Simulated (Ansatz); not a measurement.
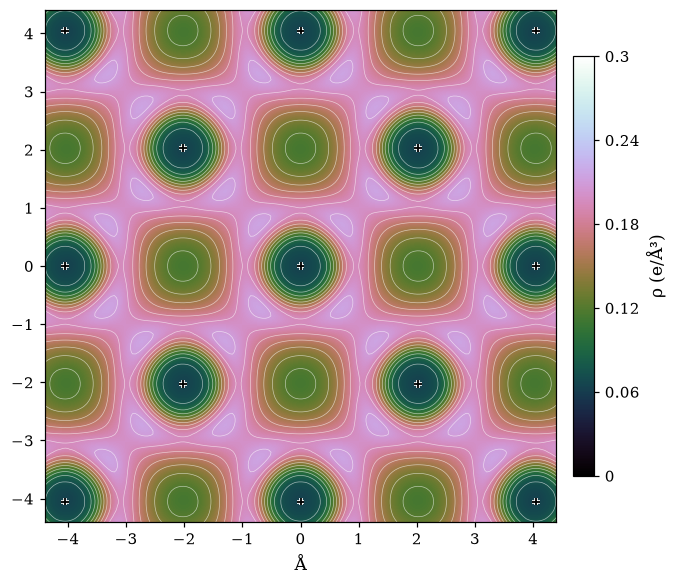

The valence pseudo-density on a plane through atoms (crosses mark nuclei in the plane).

Level of theory: DFT PBE, plane waves, PAW in Ansatz.

Candidates:
A. TiO2, a = 4.64 Å, b = 4.64 Å, c = 2.96 Å, α = 90.00°, β = 90.00°, γ = 90.00°. Space group P4₂/mnm; computed without spin polarisation.
B. SnSe2, a = 3.81 Å, b = 3.81 Å, c = 6.14 Å, α = 90.00°, β = 90.00°, γ = 120.00°. Space group P-3m1.
C. Al, a = 4.05 Å, b = 4.05 Å, c = 4.05 Å, α = 90.00°, β = 90.00°, γ = 90.00°. Space group Fm-3m; computed without spin polarisation.

Question: Which candidate gave the map?

Answer: Candidate C: Al on the (100) plane of the conventional cell, which holds Al. Al–Al (2.86 Å): ρ at the midpoint is about 0.2 e/Å³.
